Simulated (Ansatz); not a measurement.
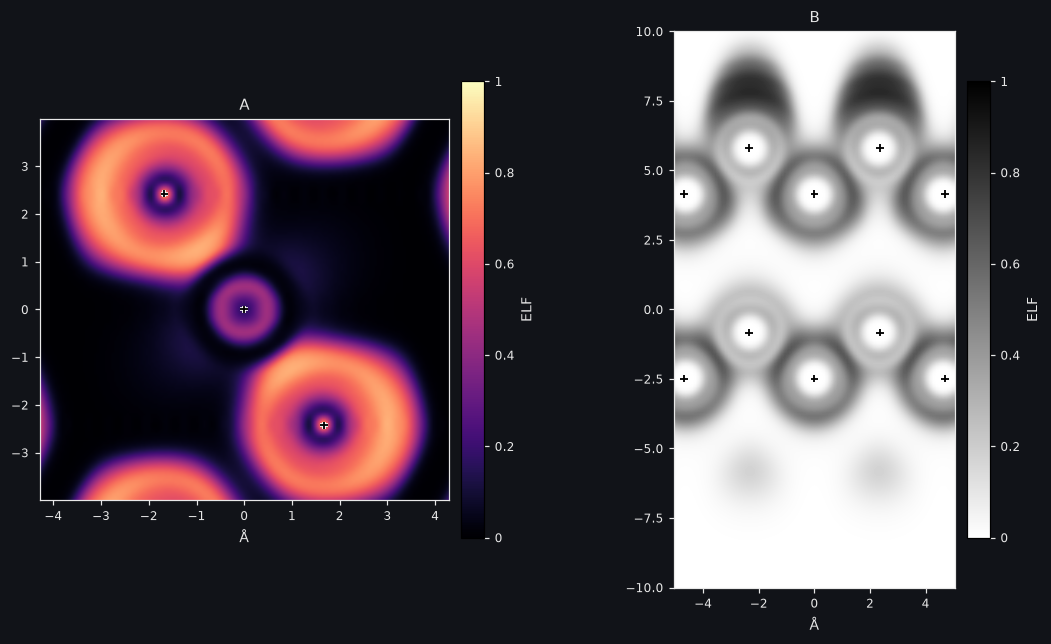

The ELF of 2 systems, each on a plane through atoms (crosses mark nuclei in the plane).

These are results of Ansatz 0.2.0, DFT PBE, scalar-relativistic, plane waves, PAW, not measurements.

System 1: InSb (slab), the (010) plane of the calculation cell, a cut from vacuum to vacuum. Not relaxed (largest force 0.5 eV/Å).

```cif
data_structure
_symmetry_space_group_name_H-M 'P 1'
_symmetry_Int_Tables_number 1
_cell_length_a 4.6915
_cell_length_b 4.6915
_cell_length_c 26.6110
_cell_angle_alpha 90.000
_cell_angle_beta 90.000
_cell_angle_gamma 90.000
_cell_volume 585.72
loop_
_atom_site_label
_atom_site_type_symbol
_atom_site_fract_x
_atom_site_fract_y
_atom_site_fract_z
_atom_site_occupancy
Sb1 Sb 0.00000 0.50000 0.28184 1
In1 In 0.50000 0.50000 0.34417 1
Sb2 Sb 0.50000 0.00000 0.40650 1
In2 In 0.00000 0.00000 0.46883 1
Sb3 Sb 0.00000 0.50000 0.53117 1
In3 In 0.50000 0.50000 0.59350 1
Sb4 Sb 0.50000 0.00000 0.65583 1
In4 In 0.00000 0.00000 0.71816 1
```

System 2: MgI2, the (110) plane of the conventional cell. Space group P-3m1.

```
Mg I
1.0
     4.20763    0.00000    0.00000
    -2.10382    3.64392    0.00000
     0.00000    0.00000    7.87391
Mg I
1 2
Direct
  0.00000 0.00000 0.00000
  0.33333 0.66667 0.78755
  0.66667 0.33333 0.21245
```

### Match each panel to its system.

Panel A is system 2, MgI2: the plane holds Mg and I. Mg–I (2.95 Å): the ELF peaks at about 0.85 in the valence shell of I, 1.4 Å from its nucleus, and falls to about 0.05 next to Mg (a largely ionic contact). Panel B is system 1, InSb: the plane holds Sb and In. In–Sb (2.87 Å): the ELF peaks at about 0.65 between the atoms.
